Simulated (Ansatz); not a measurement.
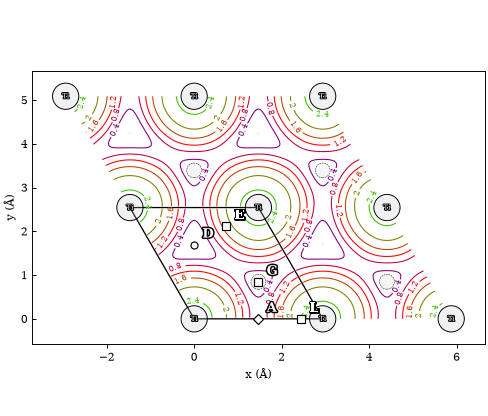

O on a Ti(001) slab cut from the P6_3/mmc phase, its upper half relaxed before the scan (5 atoms of substrate and one adsorbate in a 1 × 1 cell). O is moved over the surface cell; relaxed at each place: the height of the adsorbate's atoms; substrate rigid; the origin of the map has the adsorbate above Ti5. Places are given modulo a cell vector. The map is drawn in real space over the plane of the surface. The grid has 6 × 6 points; 10 points were computed and 26 follow by symmetry. All energies are given in eV relative to the lowest grid point. With one adsorbate in each 1 × 1 cell, its nearest image is 2.9 Å away, so neighbouring adsorbates interact. The runs have no spin polarisation; a magnetic state may lie lower. The calculation used DFT PBE, scalar-relativistic, plane waves, PAW in Ansatz. Settings: cutoff 420 eV, k-mesh 9×9×1, gaussian smearing 0.1 eV, no spin polarisation.

Drawn: contour lines labelled in eV, labelled circles for the atoms of the top layer and small ones for the second layer, the outline of one cell of the 2 × 2 shown, lettered points. Between grid points the surface is interpolated.

**Rank the lettered points by energy, lowest first.**

D (0.00 eV), G (0.18 eV), A (0.56 eV), E (1.79 eV), L (2.32 eV).

**What kind of point is each of D, E, G: minimum, saddle, maximum or slope?**

D: minimum; E: on a slope; G: minimum. (In these two coordinates alone; a stationary point may lie a little off the grid point.)

PAW datasets: the set soft_1.
